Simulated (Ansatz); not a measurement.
Consider P.

Input file:

```
crystal:
  lattice:
    - [2.7865440399, 0.0, 0.0]
    - [-1.39327202, 2.4132179274, 0.0]
    - [0.0, 0.0, 4.5876880108]
  atoms:
    - { symbol: P, position: [0.3333333333, 0.6666666667, 0.25] }
    - { symbol: P, position: [0.6666666667, 0.3333333333, 0.75] }
kpoints:
  mp_grid: { grid: [15, 15, 8] }
scf:
  occupations: { method: fermi_dirac, width: 0.05 }
hamiltonian:
  xc: pbe
  pseudopotentials: { kind: paw }
output:
  forces: true
  stress: true
  eigenvalues: true
  efg: { contact_densities: true }
  write_density: true
  write_potential: true
  elf: true
  volumetric_format: npy
```

Run with:

```sh
ansatz run input.yaml --threads 1 --pin off --max-ram 2048MiB --backend cpu --events-out ev --progress --plain --runs-dir out
```

Below, planes, directions and counts refer to the conventional cell (a = 2.79 Å, b = 2.79 Å, c = 4.59 Å, α = 90.00°, β = 90.00°, γ = 120.00°).

Space group P6₃/mmc; computed pressure about −5 GPa in this cell.

Level of theory: DFT, PBE, PAW with Ansatz's default frozen-core files, scalar-relativistic in Ansatz.

Predict the valence pseudo-density and electron localisation function between the atoms.

Answer. P–P (2.79 Å): ρ at the midpoint is about 0.27 e/Å³; the ELF peaks at about 0.85 in the valence shell of P, 0.8 Å from its nucleus, and drops to about 0.40 between the two atoms.

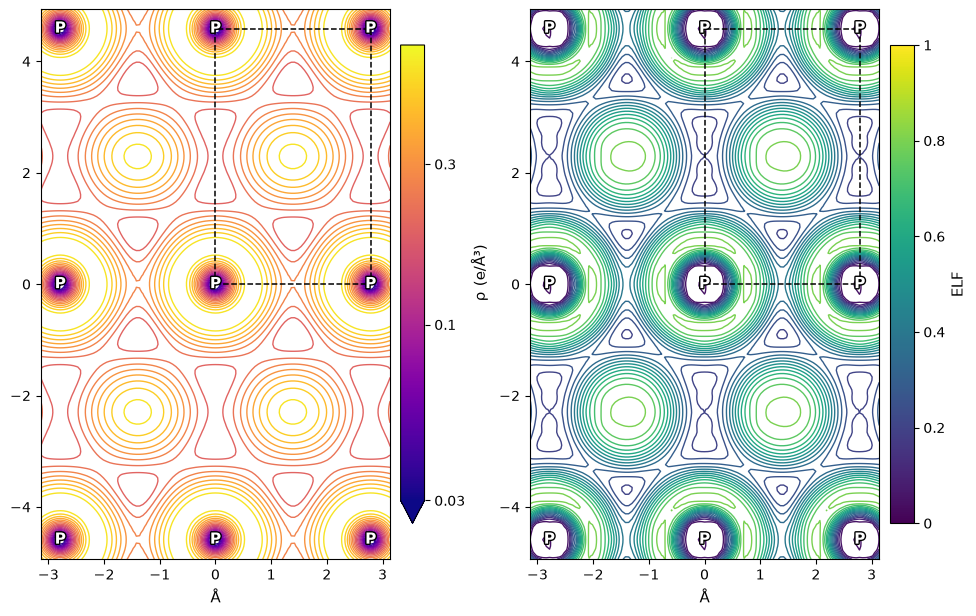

Computed valence pseudo-density and electron localisation function on the (010) plane of the conventional cell, in this order. Atoms just off the plane (P, 0.8 Å away) can leave unmarked features too.

Core electrons are frozen (PAW), and the valence fields are smoothed inside the atomic spheres.
